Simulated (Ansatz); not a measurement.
# Run report: Zr9O16, geometry relaxation (part 2 of 3)

Continued. System: Zr9O16 (defect cell, 25 atoms in the cell). Method: DFT PBE, scalar-relativistic, plane waves, PAW, no spin polarisation (Ansatz 0.2.0); cutoff 420 eV, 2×2×2 k-mesh, Gaussian smearing of 0.01 eV. The structure derives from a Materials Project entry. It belongs to a series of runs on one base structure; here: Zr interstitial, charge +0, atoms relaxed at the host's cell.

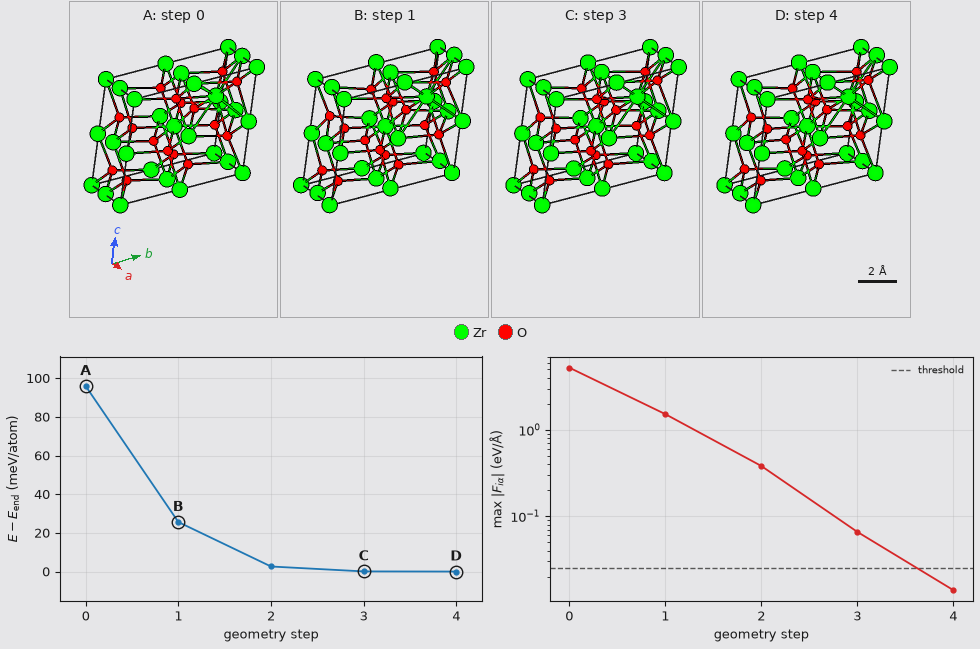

Figure 1. Frames of the relaxation (ball-and-stick view of the cell of the calculation, seen slightly off an axis) above the curves, on which the letters mark them (the first geometry is step 0 here and step 1 in the log).

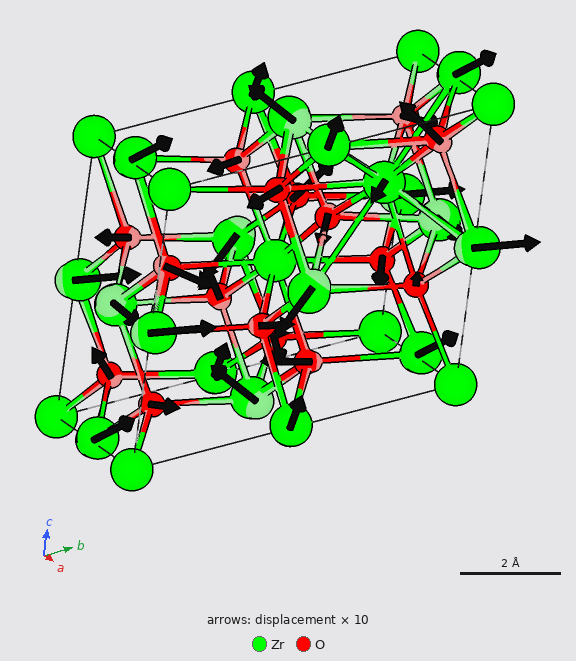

Figure 2. Start (faint) and end (solid) with the displacements as black arrows, magnified 10 times (ball-and-stick view of the cell of the calculation, seen slightly off an axis). The energy falls by 95.9 meV per atom in 4 geometry steps. Largest force component: 5.2 eV/Å at the start, 0.014 eV/Å at the end. The largest moves, 0.15 Å, are those of Zr1, Zr8, O14 and O22. By element the largest moves are Zr 0.15 Å, O 0.15 Å. The cell stays as it was. Among the contacts that change: Zr3–O22 2.142 → 2.364 Å, Zr6–O14 2.033 → 2.231 Å, Zr8–O15 2.214 → 2.396 Å, Zr6–O17 2.186 → 2.365 Å. Among the angles that change: Zr1–O12–Zr4 111.8° → 103.7°, Zr3–O22–Zr5 112.4° → 104.8°, Zr6–O12–Zr7 108.1° → 115.4°. (Atoms are counted from 1 in the order of the input.)

```
SCF converged after 7 iterations
Free energy (F): -46771.520068 eV
Harris-Foulkes:  -46771.520068 eV  (|F-HF|=5.09e-10)
Internal energy: -46771.520068 eV  (E = F + TS)
E sigma→0 (E₀):  -46771.520068 eV
Fermi energy:    16.030941 eV
--- Per-component energies (eV) ---
  E_band       = -352.347438
  E_kinetic    = 5879.611766
  E_local      = -9510.457987  (includes V_loc(G=0)·N_el)
  E_nonlocal   = 1459.389988
  E_hartree    = 3188.086599
  E_xc         = -2669.378903
  E_vxc        = -3270.567365  (∫ρ·V_xc dr)
  E_paw        = -29110.564332  (= ΣΔE_a)
  E_vpaw       = -1286.538718  (= ΣTr[D̂ρ^β])
  E_aug_tail   = 0.040018  (compensation charges beyond the density's cutoff)
  E_ewald      = -16008.247217
  E_smearing   = -0.000000  (= −TS)
  E_closure    = -0.000000  (closes the sum)
  Σ components = -46771.520068   (vs F -46771.520068, Δ=0.00e0)
--- Forces (eV/Å), atoms counted from 1 ---
  atom   1  Zr     0.00910823    -0.00147582     0.00102126
  atom   2  Zr     0.00066938     0.00456065    -0.00107661
  atom   3  Zr     0.00254203    -0.00070389     0.00404009
  atom   4  Zr    -0.00072320    -0.00154563    -0.00014375
  atom   5  Zr     0.00106175    -0.00026012    -0.00147757
  atom   6  Zr     0.00043450    -0.00059623    -0.00648177
  atom   7  Zr     0.00187548    -0.00693386    -0.00082208
  atom   8  Zr    -0.00518682    -0.00038302    -0.00249699
  atom   9  O     -0.01079479    -0.01234956    -0.01326624
  atom  10  O      0.00353822    -0.00054803     0.00217728
  atom  11  O      0.00352178     0.00174429    -0.00034374
  atom  12  O     -0.01209375     0.01355372     0.01387154
  atom  13  O     -0.00554972    -0.00173038    -0.00036760
  atom  14  O      0.00873661    -0.01153181     0.01396907
  atom  15  O      0.00967830     0.01332081    -0.01287454
  atom  16  O     -0.00631059     0.00212785     0.00321335
  atom  17  O      0.00376507     0.00522352     0.00494935
  atom  18  O      0.00067210    -0.00020470     0.00515236
  atom  19  O      0.00067899     0.00328213    -0.00326144
  atom  20  O      0.00440116    -0.00366358    -0.00275288
  atom  21  O     -0.00215845    -0.00045308    -0.00498839
  atom  22  O     -0.00457446     0.00530904    -0.00455330
  atom  23  O     -0.00614565    -0.00506574     0.00565446
  atom  24  O     -0.00230263     0.00285900     0.00474372
  atom  25  Zr     0.00515613    -0.00453211    -0.00388058
  max |Σ_I F_I| component: 5.00e-6 eV/Å
--- Band table (eV; the first three rows and the last of 8) ---
  k-point 0: bands = ["-34.9552", "-34.9507", "-34.3020", "-34.2688", "-34.2413", "-34.2336", "-34.2049", "-34.1958", "-32.2724", "-13.3414", "-13.3389", "-13.3352", "-13.2522", "-13.2500", "-13.2484", "-12.9204", "-12.8729", "-12.8657", "-12.8558", "-12.5908", "-12.5843", "-12.5784", "-12.3971", "-12.3824", "-12.3668", "-12.3311", "-12.3281", "-12.3232", "-12.2892", "-12.2690", "-12.2644", "-12.2462", "-12.2383", "-10.5227", "-10.5172", "-10.5101", "-5.0717", "-4.2437", "-3.9398", "-3.9376", "-3.9357", "-3.8472", "-3.8358", "-3.8277", "-3.0093", "-3.0063", "-3.0041", "-2.9180", "-2.8576", "-2.8535", "-2.8505", "-2.6691", "7.2131", "7.2447", "7.2467", "7.6850", "7.6942", "7.7007", "8.9075", "8.9161", "8.9194", "8.9198", "8.9389", "8.9860", "9.0089", "9.0369", "9.9586", "9.9620", "9.9695", "10.0289", "10.0332", "10.0341", "10.1545", "10.3734", "10.4209", "10.4554", "10.5956", "10.6090", "10.6191", "10.6670", "10.6904", "10.7192", "10.7611", "11.0820", "11.1633", "11.3711", "11.4242", "11.4627", "11.5035", "11.5068", "11.5095", "11.7173", "11.7430", "11.7597", "12.4576", "12.4606", "12.4666", "12.5122", "12.9325", "12.9464", "14.9097", "15.0982", "16.7353", "17.1495", "17.1861", "17.2116", "17.2414", "17.3098", "17.3216", "17.3385", "17.4856", "17.5035", "17.5215", "17.5517", "17.5891", "18.2970", "18.6949", "18.7032", "18.7166", "19.2843", "19.2930", "19.3030", "19.6482", "19.6627", "20.2232", "20.2470", "20.3070"]
  k-point 1: bands = ["-34.9549", "-34.9506", "-34.2809", "-34.2801", "-34.2445", "-34.2363", "-34.2070", "-34.1986", "-32.2719", "-13.2260", "-13.2250", "-13.2076", "-13.2021", "-13.1743", "-13.1002", "-13.0730", "-12.8562", "-12.7583", "-12.7441", "-12.6948", "-12.6458", "-12.6345", "-12.5734", "-12.5691", "-12.4428", "-12.4341", "-12.4146", "-12.3442", "-12.2992", "-12.2924", "-12.2871", "-12.2543", "-12.2514", "-10.5642", "-10.4495", "-10.4426", "-4.3886", "-4.2840", "-3.8366", "-3.7143", "-3.7002", "-3.6745", "-3.5464", "-3.5398", "-3.2762", "-3.2692", "-3.2670", "-3.1868", "-3.1144", "-3.1086", "-3.0442", "-2.9094", "8.1000", "8.1252", "8.2105", "8.2348", "8.2455", "8.2671", "8.2967", "8.3282", "8.4253", "8.4464", "8.9291", "9.1392", "9.1868", "9.2011", "9.3147", "9.3473", "9.3519", "9.3830", "9.3973", "9.4185", "9.5174", "9.5793", "9.7846", "9.7983", "10.8327", "10.8347", "11.1330", "11.1460", "11.2641", "11.3142", "11.3342", "11.3615", "11.4531", "11.4986", "11.5953", "11.6823", "11.7176", "11.7484", "11.7808", "11.8034", "11.8431", "11.8662", "11.9334", "11.9441", "12.1030", "12.1325", "12.2269", "12.2375", "15.2787", "15.3313", "16.7307", "17.1513", "17.1849", "17.3700", "17.4131", "17.4492", "17.4591", "17.6666", "17.6773", "17.8125", "17.9059", "18.0007", "18.0485", "18.0734", "19.0451", "19.0497", "19.3250", "19.3354", "19.5713", "19.6903", "19.9521", "20.1329", "20.2787", "20.2876", "20.4263"]
  k-point 2: bands = ["-34.9549", "-34.9506", "-34.2809", "-34.2801", "-34.2445", "-34.2363", "-34.2070", "-34.1986", "-32.2719", "-13.2260", "-13.2250", "-13.2076", "-13.2021", "-13.1743", "-13.1002", "-13.0729", "-12.8561", "-12.7583", "-12.7442", "-12.6947", "-12.6460", "-12.6344", "-12.5735", "-12.5690", "-12.4428", "-12.4340", "-12.4146", "-12.3442", "-12.2992", "-12.2924", "-12.2870", "-12.2543", "-12.2513", "-10.5642", "-10.4495", "-10.4425", "-4.3886", "-4.2838", "-3.8367", "-3.7142", "-3.7001", "-3.6747", "-3.5460", "-3.5399", "-3.2764", "-3.2690", "-3.2670", "-3.1870", "-3.1147", "-3.1087", "-3.0437", "-2.9097", "8.0999", "8.1252", "8.2105", "8.2349", "8.2457", "8.2671", "8.2967", "8.3284", "8.4253", "8.4466", "8.9294", "9.1392", "9.1865", "9.2012", "9.3145", "9.3471", "9.3516", "9.3831", "9.3976", "9.4186", "9.5172", "9.5790", "9.7842", "9.7978", "10.8327", "10.8348", "11.1330", "11.1459", "11.2644", "11.3143", "11.3341", "11.3616", "11.4536", "11.4986", "11.5957", "11.6826", "11.7179", "11.7482", "11.7806", "11.8036", "11.8427", "11.8662", "11.9333", "11.9439", "12.1031", "12.1324", "12.2268", "12.2372", "15.2787", "15.3313", "16.7306", "17.1514", "17.1851", "17.3702", "17.4133", "17.4493", "17.4590", "17.6663", "17.6772", "17.8125", "17.9064", "18.0009", "18.0485", "18.0733", "19.0449", "19.0495", "19.3249", "19.3353", "19.5717", "19.6906", "19.9524", "20.1324", "20.2791", "20.2883", "20.4261"]
  k-point 7: bands = ["-34.9549", "-34.9506", "-34.2809", "-34.2801", "-34.2445", "-34.2363", "-34.2070", "-34.1986", "-32.2719", "-13.2260", "-13.2250", "-13.2076", "-13.2021", "-13.1743", "-13.1002", "-13.0730", "-12.8562", "-12.7583", "-12.7441", "-12.6947", "-12.6458", "-12.6344", "-12.5734", "-12.5691", "-12.4428", "-12.4340", "-12.4147", "-12.3442", "-12.2992", "-12.2924", "-12.2871", "-12.2543", "-12.2513", "-10.5642", "-10.4495", "-10.4425", "-4.3886", "-4.2839", "-3.8367", "-3.7143", "-3.7001", "-3.6745", "-3.5462", "-3.5399", "-3.2762", "-3.2692", "-3.2670", "-3.1868", "-3.1144", "-3.1087", "-3.0442", "-2.9095", "8.0999", "8.1253", "8.2105", "8.2348", "8.2455", "8.2671", "8.2968", "8.3283", "8.4251", "8.4465", "8.9292", "9.1393", "9.1867", "9.2011", "9.3147", "9.3473", "9.3521", "9.3830", "9.3974", "9.4182", "9.5172", "9.5792", "9.7845", "9.7978", "10.8328", "10.8348", "11.1329", "11.1458", "11.2643", "11.3139", "11.3343", "11.3616", "11.4534", "11.4985", "11.5953", "11.6824", "11.7181", "11.7485", "11.7807", "11.8032", "11.8430", "11.8664", "11.9334", "11.9439", "12.1031", "12.1323", "12.2269", "12.2374", "15.2787", "15.3313", "16.7306", "17.1513", "17.1849", "17.3702", "17.4133", "17.4491", "17.4592", "17.6661", "17.6774", "17.8125", "17.9064", "18.0007", "18.0487", "18.0733", "19.0450", "19.0496", "19.3248", "19.3352", "19.5715", "19.6904", "19.9525", "20.1329", "20.2789", "20.2877", "20.4262"]
--- Relaxed structure (5 steps of the walk, 5 accepted, 0 SCFs on fresh bases) ---
  F+E_penalty+E_count = -46771.52006800 eV   max|allowed force component| = 1.397e-2 eV/Å
  atoms:
    - { symbol: Zr, position: [1.013033857449872, 1.011396318060838, 0.4874297299686646] }
    - { symbol: Zr, position: [0.4877034048432757, 1.011370425369119, 0.487489706778774] }
    - { symbol: Zr, position: [1.0129905477050993, 0.486103589151696, 0.48747488942286993] }
    - { symbol: Zr, position: [1.000313194580559, 0.9987218372689485, 0.00013127971235926683] }
    - { symbol: Zr, position: [0.5003558513245246, 0.49873770119893607, 0.5001216286664787] }
    - { symbol: Zr, position: [0.4876853827862788, 1.0113780863679254, 0.012754070131105133] }
    - { symbol: Zr, position: [1.0129828452963334, 0.48609593806870854, 0.012750762799015436] }
    - { symbol: Zr, position: [0.48767194064260777, 0.48609490255918464, 0.012777956336479351] }
    - { symbol: O, position: [0.8706664509743886, 0.863242496033767, 0.3729193893333653] }
    - { symbol: O, position: [0.38904566345778946, 0.8715312771682988, 0.36718768630162146] }
    - { symbol: O, position: [0.8731499253195635, 0.38743284607321005, 0.3715058383903166] }
    - { symbol: O, position: [0.8648336858761466, 0.8690604240906877, 0.8924569835294177] }
    - { symbol: O, position: [0.36742148220453424, 0.37011168080690376, 0.38882597204952923] }
    - { symbol: O, position: [0.37314170801600854, 0.8910214869266526, 0.8704566678908627] }
    - { symbol: O, position: [0.8926470107982862, 0.3715461927412379, 0.8646207591897391] }
    - { symbol: O, position: [0.37172085646755415, 0.3657964070752843, 0.8728963595125605] }
    - { symbol: O, position: [0.6200227989742817, 0.6117516213683551, 0.1276051208835069] }
    - { symbol: O, position: [0.13634002431586845, 0.6261305524284213, 0.11573534938097163] }
    - { symbol: O, position: [0.6277145197825138, 0.13475009047750555, 0.12103781280295514] }
    - { symbol: O, position: [0.6133833762366883, 0.6184213952435516, 0.6398715606854475] }
    - { symbol: O, position: [0.11594577438997317, 0.11967584380843856, 0.13611871919232987] }
    - { symbol: O, position: [0.12782488094976852, 0.6385173104958359, 0.6197901115217783] }
    - { symbol: O, position: [0.6401140249408277, 0.12619745010562688, 0.6131428984448647] }
    - { symbol: O, position: [0.12126989012759487, 0.11436373715283149, 0.6275195814778767] }
    - { symbol: Zr, position: [0.7503548313396634, 0.7487427006580362, 0.7501188960971109] }
```
